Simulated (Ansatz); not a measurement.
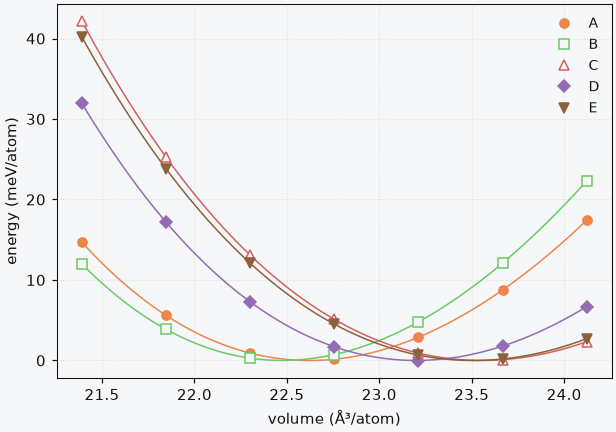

The plot gives the computed energy against volume, with one curve for each functional, for ZnSe (space group F-43m). The labels are replaced by letters. In alphabetical order the cases are: BLYP + D3(BJ); BPBE; PBE; PBE0; r2SCAN + D4.

How it was computed, with Ansatz 0.2.0: plane-wave DFT, no spin polarisation; energies at scaled volumes of the given cell, shape and fractions fixed, counted from the fit's minimum, third-order Birch-Murnaghan fit. All runs: no spin polarisation.

- occupations: Fermi–Dirac
- smearing width: 0.05 eV

Which letter stands for which functional?

Answer. A: BLYP + D3(BJ); B: r2SCAN + D4; C: PBE; D: PBE0; E: BPBE.

Note: coarse k mesh (PBE0); the functional was run on potentials made for another functional (BLYP + D3(BJ), BPBE).
